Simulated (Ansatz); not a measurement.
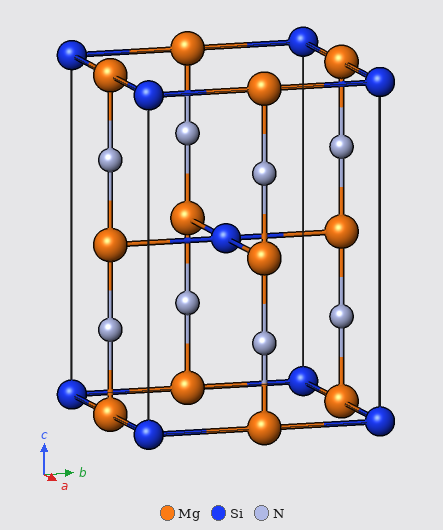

Ball-and-stick representation of a periodic structure, projected slightly off an axis. The parallelepiped is the conventional unit cell. Cell: a = 5.40 Å, b = 5.40 Å, c = 7.64 Å, α = 90.00°, β = 90.00°, γ = 90.00°.

The structure comes from a random cell made by a generator, so it need not be a real form of the compound. Earlier steps of the study may have refined or changed the cell and positions. Ansatz was used for an electronic-structure calculation on it.

Q: Caption:

A: The solid is Mg2SiN2. The structure has I4/mmm (No. 139) symmetry and a body-centred tetragonal lattice. Cell content: 4 Mg, 2 Si, 4 N, that is 2 formula units. Mg is linked to two Si and two N in a distorted square planar arrangement (about 2.7 Å to Si, 1.9 Å to N). Each Si is bonded to four Mg in a square planar arrangement at about 2.7 Å. About every N there are two Mg in a linear arrangement at about 1.9 Å. The bonds build a three-dimensional framework.

The numbers come from DFT PBE, scalar-relativistic, plane waves, PAW (Ansatz), using plane-wave cutoff 420 eV, k-points about 0.16 Å⁻¹ apart, Gaussian smearing of 0.1 eV, no spin polarisation.

Q: What does the calculation say: metal or gapped?

A: A metal: bands cross the Fermi level.

Q: How charged are the atoms, by the Bader scheme?

A: Mg +1.59 e; Si -0.35 e; N -1.41 e.

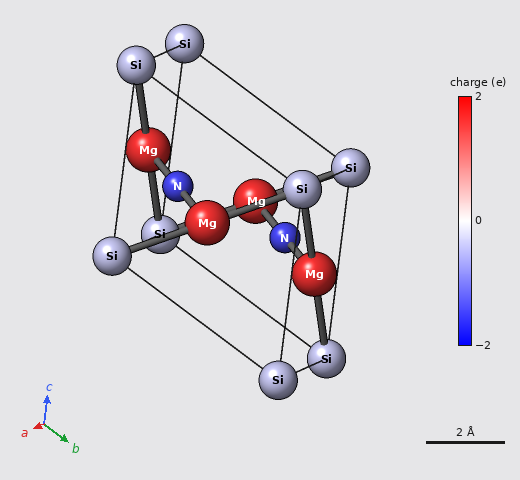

The atoms coloured by those charges. The run's cell of 5 atoms is drawn, so axes and origin can differ from the first picture.

Q: Does this geometry sit at a stationary point of the energy?

A: Yes. All forces vanish to within 0.01 eV/Å. The pressure is 0.0 GPa, close to zero.
